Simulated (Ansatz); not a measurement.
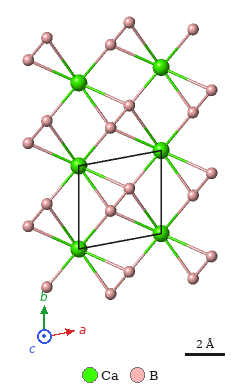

Crystalline CaB6 (built on the random type), before the relaxation. A ball-and-stick model of the cell of the calculation, repeated 1 × 2 × 1 with one cell outlined, seen along the c axis.

Case: random cell without symmetry.

Computed with Ansatz 0.2.0, DFT PBE, scalar-relativistic, plane waves, PAW.

Input file:
```yaml
crystal:
  lattice:
    - [4.3880194123, 0.0044032218, 0.0635616286]
    - [0.8527616523, 4.2770411902, -0.1844805642]
    - [0.4676877944, 0.7814061049, 4.7446124017]
  atoms:
    - { symbol: Ca, position: [0.0, 0.0, 0.5] }
    - { symbol: B, position: [0.611453658, 0.6099308944, 0.7253164788] }
    - { symbol: B, position: [0.6148421452, 0.6162271951, 0.3905000894] }
    - { symbol: B, position: [0.388546342, 0.3900691056, 0.2746835212] }
    - { symbol: B, position: [0.6161655134, 0.6159509708, 0.0573715233] }
    - { symbol: B, position: [0.3838344866, 0.3840490292, 0.9426284767] }
    - { symbol: B, position: [0.3851578548, 0.3837728049, 0.6094999106] }
basis:
  ecutwfc: 420
kpoints:
  mp_grid: { grid: [10, 10, 8] }
hamiltonian:
  xc: pbe
scf:
  occupations: { method: gaussian, width: 0.1 }
output:
  forces: true
  stress: true
  eigenvalues: true
relax:
  adjacent_minimum: "off"
  f_tol: 0.01
  max_steps: 80
  cell: { stress_tol: 0.05 }
```

Launched with:
```bash
ansatz run input.yaml --threads 1 --pin off --max-ram 2560MiB --backend cpu --events-out ev --progress --plain --runs-dir out
```

> Predict the outcome.

No atom moves by more than 0.005 Å relative to the cell. The drawn cell changes at constant volume: a 4.388 → 4.372 Å (−0.4 %), b 4.365 → 4.383 Å (+0.4 %), c 4.831 → 4.830 Å (0.0 %), α 82.2° → 82.4°, β 83.6° → 83.5°. Some distances before and after: Ca1–B3 2.899 → 2.906 Å, Ca1–B3 (another image) 2.919 → 2.913 Å. The space group stays P-1 (No. 2). The energy falls by 0.2 meV per cell of the calculation in 3 accepted moves (4 points after the start). The largest force component goes from 0.011 to 0.0024 eV/Å. The pressure goes from 0.00 to 0.00 GPa. At 1 point the geometry stayed and the basis and grid were re-selected for the new cell (energy shift of less than 0.05 meV per cell of the calculation at most each time). Cost: 3.4 min on 1 thread of Arm Neoverse V1, on a shared host, peak memory 0.83 GiB.

Step by step:

```tsv
step	E − E(0), meV/atom	largest force component, eV/Å	pressure, GPa	volume, Å³/atom	note
0	0.00	0.0109	0.00	12.796	
1	0.00	0.0090	-0.02	12.810	
2	-0.03	0.0040	0.02	12.801	
3	-0.03	0.0023	0.00	12.799	
4	-0.04	0.0024	0.00	12.799	same geometry, new basis
```

Final geometry:

```
Ca B
1.0
     4.37166    0.00813    0.06765
     0.85317    4.29436   -0.19430
     0.47104    0.77303    4.74415
Ca B
1 6
Cartesian
  4.6072 0.3946 2.4397
  3.5353 3.1852 3.3645
  3.3989 2.9522 1.7751
  2.1606 1.8903 1.2530
  3.2472 2.6942 0.1951
  2.4487 2.3813 4.4224
  2.2970 2.1233 2.8424
```
